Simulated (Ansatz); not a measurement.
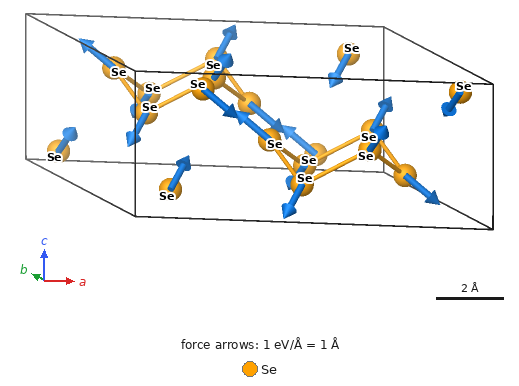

A changed version of a crystal of Se (set up in R-3), with the computed forces as blue arrows. Besides, the cell is strained by 0.0 % along c and −3.0 % across it (volume −5.9 %). Style: ball-and-stick. Shown: the conventional cell (3 times the calculation's cell), slightly off an axis. Lengths and directions refer to the drawn axes.

The calculation used DFT, PBE, all-electron PAW with datasets made for the crystal, scalar-relativistic (Ansatz). (plane-wave cutoff 200 eV; k-point mesh 6 × 6 × 6; occupations fermi dirac; smearing width 0.01 eV; no spin polarisation)

### How do the forces relate to the distortion?

The atoms keep their fractional coordinates. No relaxation follows. Near-neighbour distances before and after: Se–Se 2.356 → 2.300 Å. The space group stays R-3 (No. 148). The energy rises by 57.0 meV per atom. Pressure: 2.7 GPa before, 7.6 GPa after. The principal stresses (compression positive) are 5.2 GPa along c and 8.7 GPa across it. The largest forces, 1.4 eV/Å, act on 6 Se atoms of the calculation's cell.
